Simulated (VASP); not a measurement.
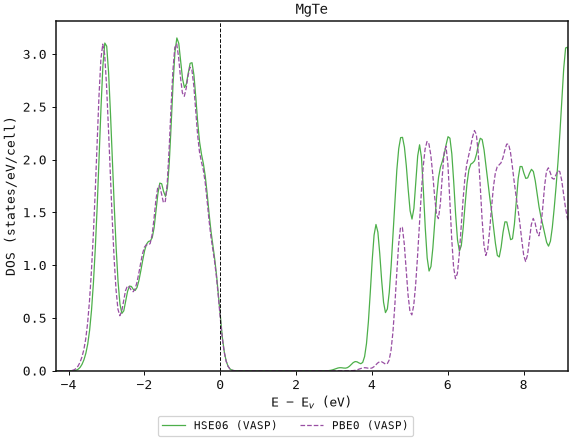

Total densities of states of MgTe, space group F-43m, 2 atoms in the cell, zincblende type, by two methods on the same cell. The curves are built from the levels of the k mesh with Gaussians 0.3 eV wide, which also blur the band edges. Each is counted from its own valence-band top.

How do the methods compare?

Answer. HSE06 (VASP) gives a gap of 3.16 eV and PBE0 (VASP) gives a gap of 3.80 eV.

Settings. HSE06 (VASP): DFT, HSE06, plane waves, PAW, 6×6×6 k mesh, 520 eV cutoff, Gaussian smearing of 0.01 eV (VASP 6.6.1). PBE0 (VASP): DFT, PBE0, plane waves, PAW, 6×6×6 k mesh, 520 eV cutoff (VASP).

Spin-orbit coupling is left out, which matters for Te.
